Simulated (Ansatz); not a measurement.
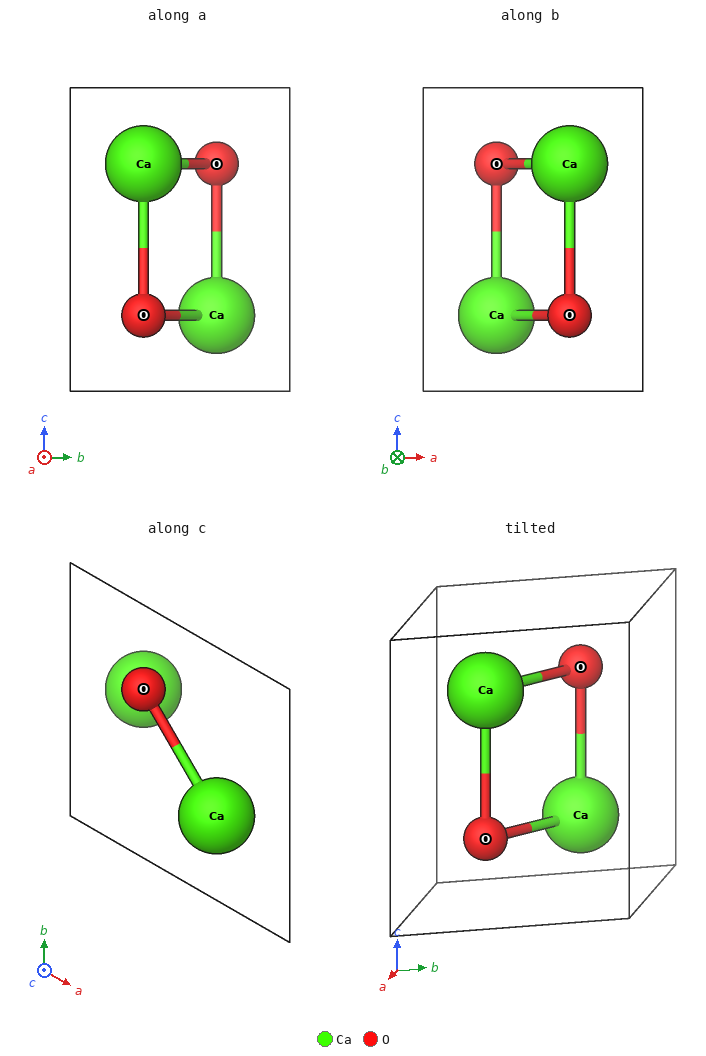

Ball-and-stick drawing of the structure, looking along the a axis, along the b axis, along the c axis and slightly off an axis. The frame is the conventional unit cell; atoms at its boundary are shown with their periodic copies.

Lattice parameters: a = 3.7637 Å, b = 3.7637 Å, c = 4.5097 Å, α = 90.000°, β = 90.000°, γ = 120.000°.

Record the structure as a CIF with its space group and independent sites.

Answer.
```cif
data_structure
_symmetry_space_group_name_H-M 'P 63/m m c'
_symmetry_Int_Tables_number 194
_cell_length_a 3.7637
_cell_length_b 3.7637
_cell_length_c 4.5097
_cell_angle_alpha 90.000
_cell_angle_beta 90.000
_cell_angle_gamma 120.000
_cell_volume 55.32
loop_
_atom_site_label
_atom_site_type_symbol
_atom_site_symmetry_multiplicity
_atom_site_Wyckoff_symbol
_atom_site_fract_x
_atom_site_fract_y
_atom_site_fract_z
_atom_site_occupancy
Ca1 Ca 2 c 0.3333 0.6667 0.2500 1
O1 O 2 d 0.6667 0.3333 0.2500 1
```

The initial geometry was a structure type filled with these elements by a generator (whether the compound takes this form wasn't checked). The cell was then strained or its atoms displaced on purpose. Ansatz was used for an electronic-structure calculation on it.

At this level of theory the cell isn't at rest (compressed, at 23 GPa), so its distances can differ from those at equilibrium, the more so the softer the solid.
